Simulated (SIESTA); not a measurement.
# A series of single points on HfO₂

System: HfO₂ (Pca2₁, 12 atoms in the cell).
Method: Kohn-Sham DFT of a periodic cell, PBE, PseudoDojo 0.4 standard NC, numerical atomic orbitals, no spin polarisation (SIESTA 5.4.2).

The 7 runs differ only in the geometry, by an even scaling of the cell at fixed fractional positions. The structure derives from a Materials Project entry.

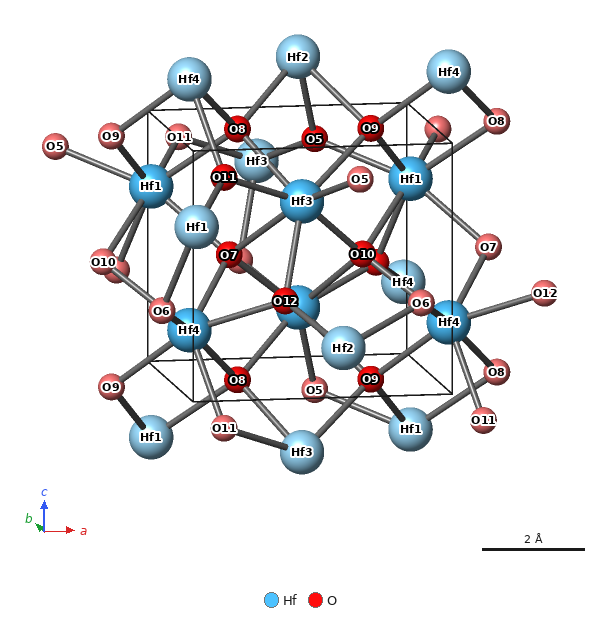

Figure 1. The structure of run 4 (ball-and-stick view of the cell of the calculation, seen slightly off an axis; neighbours outside the cell are drawn fainter; atoms are numbered from 1 in the order of the input).

## Input of run 4
```
SystemName                      HfO2
SystemLabel                     HfO2
NumberOfSpecies                 2
NumberOfAtoms                   12
%block ChemicalSpeciesLabel
  1  72 Hf
  2   8 O
%endblock ChemicalSpeciesLabel

LatticeConstant                 1.0 Ang
%block LatticeVectors
     5.2194633600     0.0000000000     0.0000000000
     0.0000000000     5.0047636900     0.0000000000
     0.0000000000     0.0000000000     5.0326850500
%endblock LatticeVectors
AtomicCoordinatesFormat         Fractional
%block AtomicCoordinatesAndAtomicSpecies
     0.9669940000     0.7325208200     0.7414403500  1  Hf
     0.5330060000     0.7325208200     0.2414403500  1  Hf
     0.4669940000     0.2674791800     0.7414403500  1  Hf
     0.0330060000     0.2674791800     0.2414403500  1  Hf
     0.6321274500     0.9286454000     0.8792672600  2  O
     0.8678725500     0.9286454000     0.3792672600  2  O
     0.2339485200     0.5398830500     0.4922923900  2  O
     0.2660514800     0.5398830500     0.9922923900  2  O
     0.7660514800     0.4601169500     0.9922923900  2  O
     0.7339485200     0.4601169500     0.4922923900  2  O
     0.1321274500     0.0713546000     0.8792672600  2  O
     0.3678725500     0.0713546000     0.3792672600  2  O
%endblock AtomicCoordinatesAndAtomicSpecies

%block kgrid.MonkhorstPack
    4   0   0  0.0
    0   4   0  0.0
    0   0   4  0.0
%endblock kgrid.MonkhorstPack
XC.Functional                   GGA
XC.Authors                      PBE
PAO.BasisSize                   TZ
PAO.EnergyShift                 0.002 Ry
Mesh.Cutoff                     800 Ry
OccupationFunction              FD
ElectronicTemperature           0.05 eV
MaxSCFIterations                120
SCF.MustConverge                false
SCF.Mixer.Method                Pulay
SCF.Mixer.Weight                0.25
SCF.Mixer.History               8
SCF.DM.Tolerance                5.0e-05
SCF.H.Tolerance                 1.0e-03 eV
WriteForces                     true
Charge.Mulliken                 end
```

Command:
```bash
siesta < HfO2.fdf > HfO2.out 2>&1
```

Run 2 differs from it as follows:
```diff
-     5.2194633600     0.0000000000     0.0000000000
-     0.0000000000     5.0047636900     0.0000000000
-     0.0000000000     0.0000000000     5.0326850500
+     5.1489214240     0.0000000000     0.0000000000
+     0.0000000000     4.9371234566     0.0000000000
+     0.0000000000     0.0000000000     4.9646674546
```

## Results, with one run withheld

```tsv
run	volume per atom (Å³)	free energy per atom, from the lowest run given (meV)	pressure (GPa)	gap on the mesh (eV)
1	10.298	90.08	30.14	4.60
2	10.517	?	?	?
3	10.736	28.10	15.69	4.44
4	10.955	10.96	9.49	4.35
5	11.175	1.88	3.93	4.28
6	11.394	0.00	−1.08	4.20
7	11.613	4.64	−5.62	4.12
```

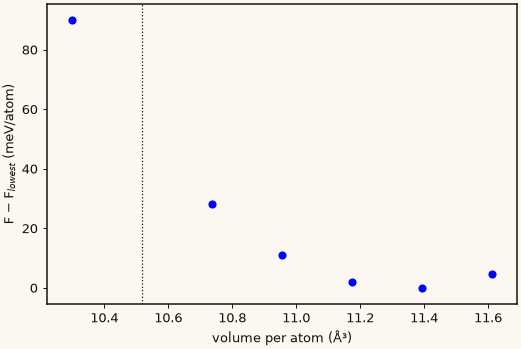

Figure 2. Free energy per atom of the runs given; the dotted line marks run 2.

Fit the runs given and predict run 2.

A cubic polynomial in V^(−2/3) (the Birch–Murnaghan form), fitted to the 6 runs given, misses them by at most 0.02 meV per atom. With x = V^(−2/3) − 0.20201 Å⁻², it reads F = 7.7817 + 4047.2 x + 5.1767e+05 x² + 5.9976e+05 x³ (meV per atom). At run 2 it gives 54.12 meV per atom, and the run itself gives 54.15. The slope of the fit gives a pressure −dF/dV of 22.55 GPa there, and the run prints 22.55 GPa. The fit has its minimum at 11.344 Å³ per atom, where V d²F/dV² gives 251 GPa. Cell shape and fractional positions are held, so this is the stiffness under even scaling; the relaxed bulk modulus wasn't computed. The gap on the mesh goes, without turning, from 4.60 eV in run 1 to 4.12 eV in run 7; run 2 has 4.52 eV. These are gaps of this functional on this mesh, which can miss the band edges; they aren't the measured gap.

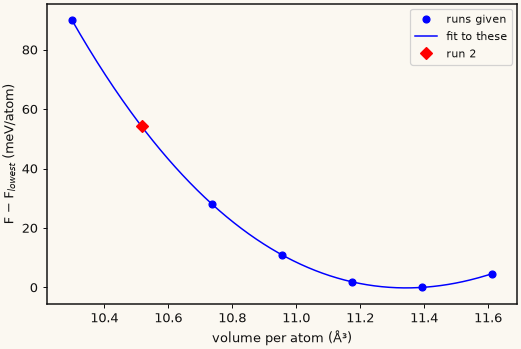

Figure 3. The fit and the withheld run.

## Some lines of the output (run 2)
```
[...]
outcell: Cell volume (Ang**3)        :    126.2061
stepf: Fermi-Dirac step function
siesta: Etot    =     -9731.186731
siesta: FreeEng =     -9731.186731
        iscf     Eharris(eV)        E_KS(eV)     FreeEng(eV)     dDmax    Ef(eV) dHmax(eV)
siesta: E_KS(eV) =            -9760.4369
siesta: E_KS - E_eggbox =     -9760.4369
siesta: Etot    =     -9760.436860
siesta: FreeEng =     -9760.436860
siesta:         Fermi =      -6.109069
siesta: Cell volume =        126.206120 Ang**3
    Orbital volume contribution        =           8.817859 eV
```

Notes: Points of doubt noted for this run: basis without polarisation orbitals. Spin–orbit coupling is left out, which matters for Hf. With a small basis of atomic orbitals these values can differ much from converged plane-wave results.
